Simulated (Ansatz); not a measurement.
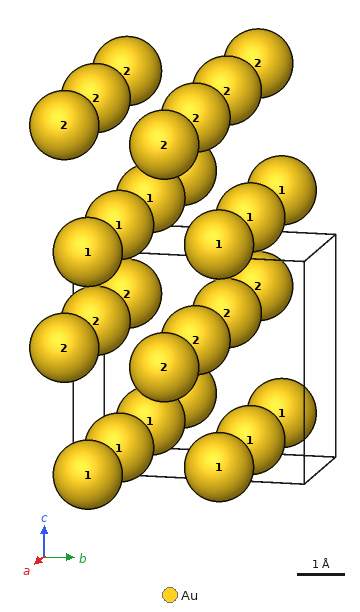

The starting point is a symmetric starting cell of Au. A spheres-only model of the conventional cell (2 times the calculation's cell), repeated 3 × 1 × 2 with one cell outlined, seen slightly off an axis. Lengths and directions refer to the drawn axes.

Level of theory: Ansatz 0.2.0, DFT PBE, scalar-relativistic, plane waves, PAW. Set-up: plane-wave cutoff 420 eV; k-point mesh 16 × 16 × 10; occupations gaussian; smearing width 0.1 eV; no spin polarisation.

The variant: The cell is strained by +1.7 % along [3 0 1], +1.2 % along b, −7.2 % along [1 0 −1] (volume −4.4 %) and atoms are displaced by 0.10 Å relative to the cell: Au2 0.10 Å along −b. No relaxation follows. The starting cell wasn't computed here and needn't be at equilibrium, so pressure and forces aren't due to the change alone.

Question: Predict the response.

Answer: The pressure is 11.7 GPa (not all of it need come from the change, since the unchanged cell can be under pressure at this level too). The principal stresses (compression positive) are 16.4 GPa along [1 0 −2], 10.0 GPa along b, 8.8 GPa roughly along a. The largest forces, 0.21 eV/Å, act on Au1 and Au2; on Au1 it points along −b. The forces point straight back along the displacements (cosine −1.00). Near-neighbour distances before and after: Au–Au 2.974 → 2.764 Å, Au–Au 2.954 → 2.837 to 2.999 Å, Au–Au 2.920 → 2.947 Å. The space group (tolerance 0.01 Å) goes from Cmcm (No. 63) to C2/c (No. 15).

The changed structure in the same view:

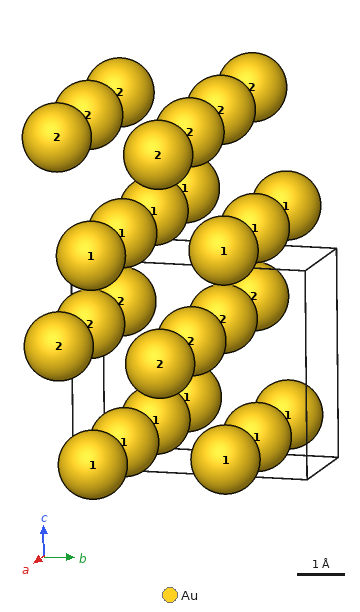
